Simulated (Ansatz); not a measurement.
**Geometry relaxation of Cu (part 3 of 3)**

Cu (slab, 28 atoms in the cell); DFT PBE+D3(BJ), scalar-relativistic, plane waves, PAW, no spin polarisation (Ansatz 0.2.0); cutoff 420 eV, 6×4×1 k-mesh, Gaussian smearing of 0.1 eV. The structure derives from an entry of the Crystallography Open Database. The input holds or restrains some coordinates. Forces given for the steps count only the free coordinates.

### Output, continued
```
  k-point 13: bands = ["-110.0139", "-110.0139", "-110.0137", "-110.0137", "-110.0033", "-110.0033", "-110.0031", "-110.0031", "-109.9682", "-109.9682", ... 110 levels left out ..., "-2.4689", "-2.4689", "-1.9494", "-1.9494", "-1.8253", "-1.8253", "-1.7846", "-1.7846", "-1.7364", "-1.7364", "-1.4804", "-1.4804", "-1.4356", "-1.4356", "-1.4141", "-1.4141", "-1.3650", "-1.3650", "-1.2946", "-1.2946", "-1.2501", "-1.2501", "-1.1541", "-1.1541", "-1.0329", "-1.0329", "-1.0184", "-1.0184", "-0.9485",
      "-0.9485", "-0.9098", "-0.9098", "-0.8706", "-0.8706", "-0.8108", "-0.8108", "-0.7110", "-0.7110", "-0.6960", "-0.6960", "-0.6431", "-0.6431", "-0.6207", "-0.6207", "-0.5975", "-0.5975", "-0.5258", "-0.5258", "-0.5196", "-0.5196", "-0.4511", "-0.4511", "-0.4136", "-0.4136", "-0.3819", "-0.3819", "-0.3185", "-0.3185", "-0.2727", "-0.2727", "-0.1619", "-0.1619", "-0.1432", "-0.1432", "-0.1118", "-0.1118", "-0.0585", "-0.0585", "-0.0262",
      "-0.0262", "0.0506", "0.0506", "0.1014", "0.1014", "0.1350", "0.1350", "0.1667", "0.1667", "0.1958", "0.1958", "0.2159", "0.2159", "0.2540", "0.2540", "0.3241", "0.3241", "0.3467", "0.3467", "0.3517", "0.3517", "0.3778", "0.3778", "0.3966", "0.3966", "0.4109", "0.4109", "0.4675", "0.4675", "0.5203", "0.5203", "0.5465", "0.5465", "0.5641", "0.5641", "0.6191", "0.6191", "0.6453", "0.6453", "0.6781",
      "0.6781", "0.7292", "0.7292", "0.7682", "0.7682", "0.8271", "0.8271", "0.8430", "0.8430", "0.8820", "0.8820", "0.9060", "0.9060", "0.9441", "0.9441", "0.9584", "0.9584", "0.9995", "0.9995", "1.0437", "1.0437", "1.0776", "1.0776", "1.1267", "1.1267", "1.1820", "1.1820", "1.1824", "1.1824", "1.3186", "1.3186", "1.7007", "1.7007", "1.7115", "1.7115", "2.2325", "2.2325", "2.7486", "2.7486", "3.5401",
      "3.5401", "4.1049", "4.1049", "4.2196", "4.2196", "4.7357", "4.7357", "5.3176", "5.3176", "5.8465", "5.8465", "6.2089", "6.2089", "6.9635", "6.9635", "7.3676", "7.3676", "7.8410", "7.8410", "8.5301", "8.5301", "8.6021", "8.6021", "9.0647", "9.0647", "9.2667", "9.2667", "9.3476", "9.3476", "9.5102", "9.5102", "9.5368", "9.5368", "9.6618", "9.6618", "9.9142", "9.9142", "10.2633", "10.2633", "10.6317",
      "10.6317", "10.6794", "10.6794", "10.8572", "10.8572", "10.9308", "10.9308", "11.3011", "11.3011", "11.4797", "11.4797"]
--- Relaxed structure (4 steps of the walk, 4 accepted, 0 SCFs on fresh bases) ---
  F+E_penalty+E_count = -185508.11528444 eV   max|allowed force component| = 9.609e-3 eV/Å
  atoms:
    - { symbol: Cu, position: [0.1363636363500001, 0.7727272727000001, 0.362529285] }
    - { symbol: Cu, position: [0.13636363635000004, 0.2727272727000001, 0.362529285] }
    - { symbol: Cu, position: [0.6363636363500002, 0.7727272727000001, 0.362529285] }
    - { symbol: Cu, position: [0.6363636363500002, 0.2727272727000001, 0.362529285] }
    - { symbol: Cu, position: [0.27272727275, 0.5454545455, 0.40835285670000004] }
    - { symbol: Cu, position: [0.2727272727500001, 0.045454545500000006, 0.40835285670000004] }
    - { symbol: Cu, position: [0.7727272727500001, 0.5454545455, 0.40835285670000004] }
    - { symbol: Cu, position: [0.77272727275, 0.045454545500000006, 0.40835285670000004] }
    - { symbol: Cu, position: [0.4090909091000001, 0.3181818182000001, 0.45417642830000005] }
    - { symbol: Cu, position: [0.40909090910000007, 0.8181818182000001, 0.45417642830000005] }
    - { symbol: Cu, position: [0.9090909091, 0.3181818182000001, 0.45417642830000005] }
    - { symbol: Cu, position: [0.9090909090999999, 0.8181818182000001, 0.45417642830000005] }
    - { symbol: Cu, position: [0.5445859943780235, 0.0888475494822259, 0.5013694681937754] }
    - { symbol: Cu, position: [0.5445859943780236, 0.588847549482226, 0.5013694681937754] }
    - { symbol: Cu, position: [0.04458599437802365, 0.0888475494822259, 0.5013694681937754] }
    - { symbol: Cu, position: [0.04458599437802371, 0.588847549482226, 0.5013694681937754] }
    - { symbol: Cu, position: [0.6795283039952833, 0.8584726079171273, 0.546659830756801] }
    - { symbol: Cu, position: [0.6795283039952834, 0.3584726079171274, 0.546659830756801] }
    - { symbol: Cu, position: [0.17952830399528333, 0.8584726079171273, 0.546659830756801] }
    - { symbol: Cu, position: [0.17952830399528333, 0.3584726079171274, 0.546659830756801] }
    - { symbol: Cu, position: [0.81667759000902, 0.6325921506800364, 0.595380606153158] }
    - { symbol: Cu, position: [0.81667759000902, 0.1325921506800363, 0.595380606153158] }
    - { symbol: Cu, position: [0.31667759000901985, 0.6325921506800364, 0.595380606153158] }
    - { symbol: Cu, position: [0.31667759000901985, 0.1325921506800363, 0.595380606153158] }
    - { symbol: Cu, position: [0.9528020654867269, 0.40439759676898934, 0.6362774881754586] }
    - { symbol: Cu, position: [0.9528020654867269, 0.9043975967689896, 0.6362774881754586] }
    - { symbol: Cu, position: [0.45280206548672675, 0.40439759676898934, 0.6362774881754586] }
    - { symbol: Cu, position: [0.45280206548672686, 0.9043975967689896, 0.6362774881754586] }
```

### Trajectory as extended XYZ (Å, eV, eV/Å), 4 frames, from step=1 to step=4
```
28
Lattice="5.0394 0.0000 0.0000 -2.5197 8.3568 0.0000 0.0000 0.0000 23.4464" Properties=species:S:1:pos:R:3:forces:R:3 step=1 energy=-185508.02554
Cu   -1.2598    6.4576    8.5000   -0.0021   0.0011   0.2928
Cu    0.0000    2.2791    8.5000   -0.0021   0.0011   0.2928
Cu    1.2598    6.4576    8.5000   -0.0021   0.0011   0.2928
Cu    2.5197    2.2791    8.5000   -0.0021   0.0011   0.2928
Cu    0.0000    4.5583    9.5744   -0.0012   0.0001  -0.3521
Cu    1.2598    0.3799    9.5744   -0.0012   0.0001  -0.3521
Cu    2.5197    4.5583    9.5744   -0.0012   0.0001  -0.3521
Cu    3.7795    0.3799    9.5744   -0.0012   0.0001  -0.3521
Cu    1.2598    2.6590   10.6488   -0.0002   0.0591  -0.1419
Cu    0.0000    6.8374   10.6488   -0.0002   0.0591  -0.1419
Cu    3.7795    2.6590   10.6488   -0.0002   0.0591  -0.1419
Cu    2.5197    6.8374   10.6488   -0.0002   0.0591  -0.1419
Cu    2.5197    0.7597   11.7232    0.0000   0.0000   0.0000
Cu    1.2598    4.9381   11.7232    0.0000   0.0000   0.0000
Cu    0.0000    0.7597   11.7232    0.0000   0.0000   0.0000
Cu   -1.2598    4.9381   11.7232    0.0000   0.0000   0.0000
Cu    1.2598    7.2173   12.7976    0.0002  -0.0591   0.1419
Cu    2.5197    3.0389   12.7976    0.0002  -0.0591   0.1419
Cu   -1.2598    7.2173   12.7976    0.0002  -0.0591   0.1419
Cu    0.0000    3.0389   12.7976    0.0002  -0.0591   0.1419
Cu    2.5197    5.3180   13.8720    0.0012  -0.0001   0.3521
Cu    3.7795    1.1396   13.8720    0.0012  -0.0001   0.3521
Cu    0.0000    5.3180   13.8720    0.0012  -0.0001   0.3521
Cu    1.2598    1.1396   13.8720    0.0012  -0.0001   0.3521
Cu    3.7795    3.4187   14.9464    0.0021  -0.0011  -0.2927
Cu    2.5197    7.5971   14.9464    0.0021  -0.0011  -0.2927
Cu    1.2598    3.4187   14.9464    0.0021  -0.0011  -0.2927
Cu    0.0000    7.5971   14.9464    0.0021  -0.0011  -0.2927
28
Lattice="5.0394 0.0000 0.0000 -2.5197 8.3568 0.0000 0.0000 0.0000 23.4464" Properties=species:S:1:pos:R:3:forces:R:3 step=2 energy=-185508.07274
Cu   -1.2598    6.4576    8.5000   -0.0022   0.0007   0.2954
Cu    0.0000    2.2791    8.5000   -0.0022   0.0007   0.2954
Cu    1.2598    6.4576    8.5000   -0.0022   0.0007   0.2954
Cu    2.5197    2.2791    8.5000   -0.0022   0.0007   0.2954
Cu    0.0000    4.5583    9.5744   -0.0007   0.0074  -0.3186
Cu    1.2598    0.3799    9.5744   -0.0007   0.0074  -0.3186
Cu    2.5197    4.5583    9.5744   -0.0007   0.0074  -0.3186
Cu    3.7795    0.3799    9.5744   -0.0007   0.0074  -0.3186
Cu    1.2598    2.6590   10.6488    0.0005   0.0398  -0.1008
Cu    0.0000    6.8374   10.6488    0.0005   0.0398  -0.1008
Cu    3.7795    2.6590   10.6488    0.0005   0.0398  -0.1008
Cu    2.5197    6.8374   10.6488    0.0005   0.0398  -0.1008
Cu    2.5199    0.7553   11.7339    0.0000   0.0011   0.0004
Cu    1.2601    4.9337   11.7339    0.0000   0.0011   0.0004
Cu    0.0002    0.7553   11.7339    0.0000   0.0011   0.0004
Cu   -1.2596    4.9337   11.7339    0.0000   0.0011   0.0004
Cu    1.2603    7.2063   12.8072    0.0001  -0.0507   0.0705
Cu    2.5201    3.0279   12.8072    0.0001  -0.0507   0.0705
Cu   -1.2594    7.2063   12.8072    0.0001  -0.0507   0.0705
Cu    0.0004    3.0279   12.8072    0.0001  -0.0507   0.0705
Cu    2.5203    5.3096   13.8993    0.0005   0.0029   0.2455
Cu    3.7801    1.1312   13.8993    0.0005   0.0029   0.2455
Cu    0.0006    5.3096   13.8993    0.0005   0.0029   0.2455
Cu    1.2604    1.1312   13.8993    0.0005   0.0029   0.2455
Cu    3.7803    3.4082   14.9382    0.0019  -0.0007  -0.1930
Cu    2.5205    7.5866   14.9382    0.0019  -0.0007  -0.1930
Cu    1.2606    3.4082   14.9382    0.0019  -0.0007  -0.1930
Cu    0.0008    7.5866   14.9382    0.0019  -0.0007  -0.1930
28
Lattice="5.0394 0.0000 0.0000 -2.5197 8.3568 0.0000 0.0000 0.0000 23.4464" Properties=species:S:1:pos:R:3:forces:R:3 step=3 energy=-185508.11528
Cu   -1.2598    6.4576    8.5000   -0.0025  -0.0006   0.3003
Cu    0.0000    2.2791    8.5000   -0.0025  -0.0006   0.3003
Cu    1.2598    6.4576    8.5000   -0.0025  -0.0006   0.3003
Cu    2.5197    2.2791    8.5000   -0.0025  -0.0006   0.3003
Cu    0.0000    4.5583    9.5744    0.0001   0.0207  -0.2592
Cu    1.2598    0.3799    9.5744    0.0001   0.0207  -0.2592
Cu    2.5197    4.5583    9.5744    0.0001   0.0207  -0.2592
Cu    3.7795    0.3799    9.5744    0.0001   0.0207  -0.2592
Cu    1.2598    2.6590   10.6488    0.0022  -0.0154  -0.0521
Cu    0.0000    6.8374   10.6488    0.0022  -0.0154  -0.0521
Cu    3.7795    2.6590   10.6488    0.0022  -0.0154  -0.0521
Cu    2.5197    6.8374   10.6488    0.0022  -0.0154  -0.0521
Cu    2.5205    0.7425   11.7553   -0.0002  -0.0091   0.0025
Cu    1.2607    4.9209   11.7553   -0.0002  -0.0091   0.0025
Cu    0.0008    0.7425   11.7553   -0.0002  -0.0091   0.0025
Cu   -1.2590    4.9209   11.7553   -0.0002  -0.0091   0.0025
Cu    1.2613    7.1741   12.8172    0.0004  -0.0016  -0.0071
Cu    2.5212    2.9957   12.8172    0.0004  -0.0016  -0.0071
Cu   -1.2584    7.1741   12.8172    0.0004  -0.0016  -0.0071
Cu    0.0015    2.9957   12.8172    0.0004  -0.0016  -0.0071
Cu    2.5216    5.2865   13.9595   -0.0003   0.0022   0.0097
Cu    3.7814    1.1081   13.9595   -0.0003   0.0022   0.0097
Cu    0.0019    5.2865   13.9595   -0.0003   0.0022   0.0097
Cu    1.2618    1.1081   13.9595   -0.0003   0.0022   0.0097
Cu    3.7826    3.3795   14.9184    0.0003   0.0035   0.0065
Cu    2.5227    7.5579   14.9184    0.0003   0.0035   0.0065
Cu    1.2629    3.3795   14.9184    0.0003   0.0035   0.0065
Cu    0.0030    7.5579   14.9184    0.0003   0.0035   0.0065
28
Lattice="5.0394 0.0000 0.0000 -2.5197 8.3568 0.0000 0.0000 0.0000 23.4464" Properties=species:S:1:pos:R:3:forces:R:3 step=4 energy=-185508.11528
Cu   -1.2598    6.4576    8.5000   -0.0025  -0.0007   0.3003
Cu    0.0000    2.2791    8.5000   -0.0025  -0.0007   0.3003
Cu    1.2598    6.4576    8.5000   -0.0025  -0.0007   0.3003
Cu    2.5197    2.2791    8.5000   -0.0025  -0.0007   0.3003
Cu    0.0000    4.5583    9.5744    0.0001   0.0207  -0.2593
Cu    1.2598    0.3799    9.5744    0.0001   0.0207  -0.2593
Cu    2.5197    4.5583    9.5744    0.0001   0.0207  -0.2593
Cu    3.7795    0.3799    9.5744    0.0001   0.0207  -0.2593
Cu    1.2598    2.6590   10.6488    0.0022  -0.0154  -0.0521
Cu    0.0000    6.8374   10.6488    0.0022  -0.0154  -0.0521
Cu    3.7795    2.6590   10.6488    0.0022  -0.0154  -0.0521
Cu    2.5197    6.8374   10.6488    0.0022  -0.0154  -0.0521
Cu    2.5205    0.7425   11.7553   -0.0002  -0.0091   0.0023
Cu    1.2607    4.9209   11.7553   -0.0002  -0.0091   0.0023
Cu    0.0008    0.7425   11.7553   -0.0002  -0.0091   0.0023
Cu   -1.2590    4.9209   11.7553   -0.0002  -0.0091   0.0023
Cu    1.2613    7.1741   12.8172    0.0004  -0.0015  -0.0072
Cu    2.5212    2.9957   12.8172    0.0004  -0.0015  -0.0072
Cu   -1.2584    7.1741   12.8172    0.0004  -0.0015  -0.0072
Cu    0.0015    2.9957   12.8172    0.0004  -0.0015  -0.0072
Cu    2.5216    5.2865   13.9595   -0.0003   0.0024   0.0096
Cu    3.7814    1.1081   13.9595   -0.0003   0.0024   0.0096
Cu    0.0019    5.2865   13.9595   -0.0003   0.0024   0.0096
Cu    1.2618    1.1081   13.9595   -0.0003   0.0024   0.0096
Cu    3.7826    3.3795   14.9184    0.0003   0.0036   0.0063
Cu    2.5227    7.5579   14.9184    0.0003   0.0036   0.0063
Cu    1.2629    3.3795   14.9184    0.0003   0.0036   0.0063
Cu    0.0030    7.5579   14.9184    0.0003   0.0036   0.0063
```

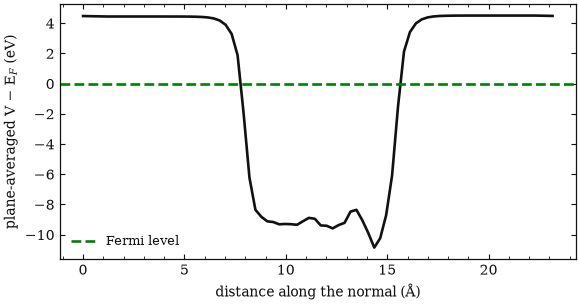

Plane average of the electrostatic potential energy of an electron across the cell, from the Fermi level. The vacuum level lies 4.51 eV above the Fermi level on the upper side and 4.45 eV on the lower.

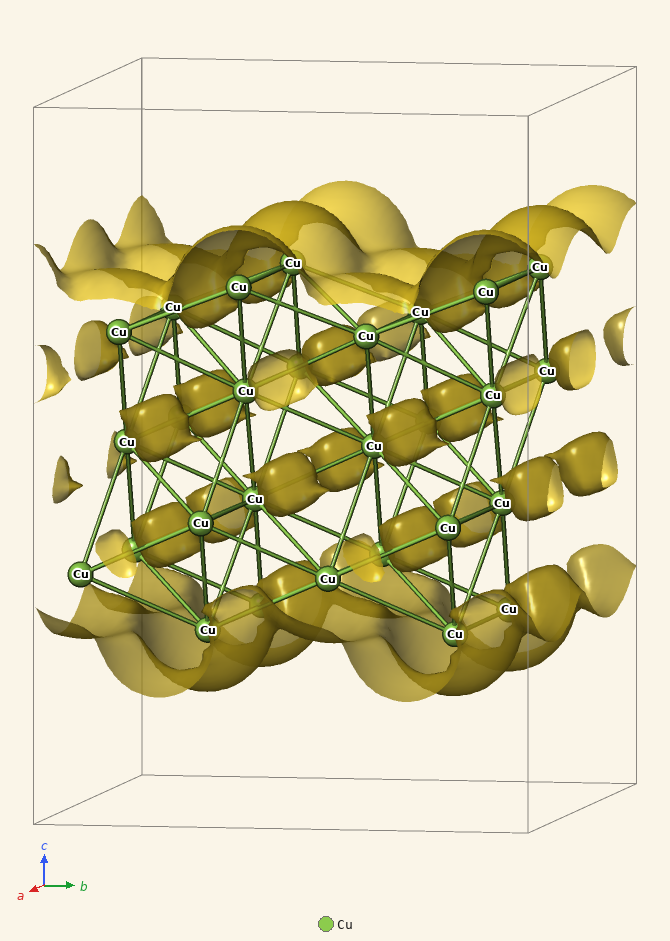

Isosurface of the valence electron density at 0.2 e/Å³ (yellow), seen slightly off an axis. Sticks mark near contacts. At this value the density is joined into sheets; it holds about 100 % of the electrons treated as valence (semicore included). On the grid the lowest density along these lines, outside the cores, is 0.31 e/Å³ (Cu–Cu, 2.47 Å), 0.29 e/Å³ (Cu–Cu, 2.52 Å) and 0.27 e/Å³ (Cu–Cu, 2.56 Å). The fields are those of the smooth PAW valence density.

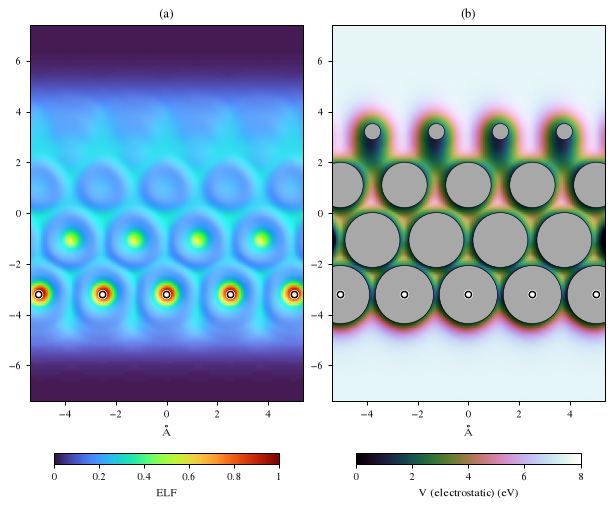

(a) ELF; (b) electrostatic potential energy of an electron on the (010) plane of the calculation cell, a cut from vacuum to vacuum. Circles mark the nuclei in the plane (Cu). Grey discs, where drawn, cover atomic cores. Cu–Cu (2.52 Å): the ELF is about 0.25 at the midpoint (no shared electron pair). The strong features right at Cu lie inside the PAW spheres (semicore, d or f shells) and say nothing about bonding.

### Results in brief

```csv
quantity,value
outcome,converged under the restraints of the input
electrons treated,532
free energy,−185508.1153 eV
"work function, top face",4.51 eV
"work function, bottom face",4.45 eV
Fermi energy,2.679 eV
gap on the k-point mesh,none (metallic)
final volume,987.40 Å³
work function (upper face),4.51 eV
"largest force (length of the vector) at the end, held atoms and coordinates included",0.300 eV/Å
hardware,"8 threads of Intel Xeon @ 2.50GHz (Skylake/Cascade Lake), 189 GiB of memory available, shared host"
wall time,11 min (CPU time 82 min)
peak memory,11 GiB
```

### Notes

The program warns: the k-point mesh lowers the symmetry that the run can use.
